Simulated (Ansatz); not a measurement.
C

Input

```
crystal:
  lattice:
    - [2.4699988104, 0.0, 0.0]
    - [-1.2349994052, 2.1390817171, 0.0]
    - [0.0, 0.0, 6.79]
  atoms:
    - { symbol: C, position: [0.0, 0.0, 0.0] }
    - { symbol: C, position: [0.0, 0.0, 0.5] }
    - { symbol: C, position: [0.3333333333, 0.6666666667, 0.005] }
    - { symbol: C, position: [0.6666666667, 0.3333333333, 0.505] }
basis:
  ecutwfc: 420
kpoints:
  mp_grid: { grid: [18, 18, 6] }
hamiltonian:
  xc: pbe
  dispersion: d3bj
scf:
  occupations: { method: gaussian, width: 0.1 }
output:
  forces: true
  stress: true
  eigenvalues: true
  write_density: true
  write_potential: true
  elf: true
  volumetric_format: npy
relax:
  adjacent_minimum: "off"
  f_tol: 0.005
  max_steps: 80
  cell: { stress_tol: 0.05 }
```

Run with:

```sh
ansatz run input.yaml --threads 2 --pin off --max-ram 5120MiB --backend cpu --events-out ev --progress --plain --runs-dir out
```

Below, planes, directions and counts refer to the conventional cell (a = 2.46 Å, b = 2.46 Å, c = 6.74 Å, α = 90.00°, β = 90.00°, γ = 120.00°).

The fields are those of the relaxed geometry.

Space group P6₃/mmc.

Computed with DFT PBE+D3(BJ), scalar-relativistic, plane waves, PAW (Ansatz 0.2.0).

In a PAW calculation such maps are meaningful between the atoms, not at the nuclei.

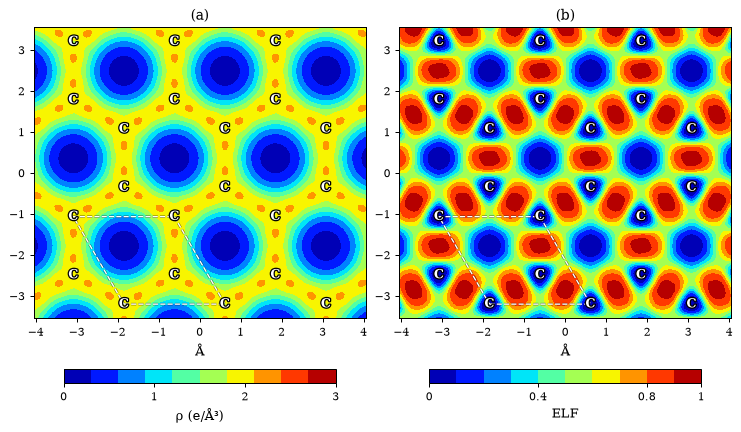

Figure 1. (a) valence pseudo-density; (b) electron localisation function on the (001) plane of the conventional cell.

Question: Interpret the plot.

Answer: The plane passes through C nuclei. C–C (1.42 Å): the density is about 2 e/Å³ at the midpoint; the ELF peaks at about 0.95 between the atoms. Between the atoms the lowest density in this plane is 0.15 e/Å³.

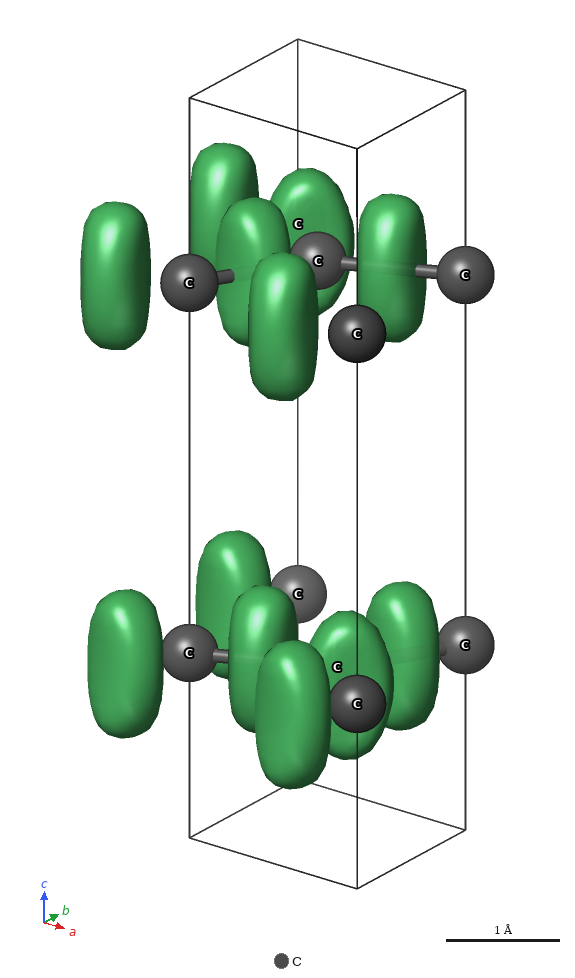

Figure 2. Isosurface of the ELF at 0.8 (green), seen slightly off an axis. Core shells and regions of very low density are left out. Sticks mark near contacts.

Question: Describe the localisation domains.

Answer: The surface consists of six regions between bonded C–C atoms, counted in one cell of 4 atoms. Regions shared between cells count once.

Question: Does the calculation make it a metal, or give it a gap?

Answer: It is gapless in this calculation (a metal or semimetal).
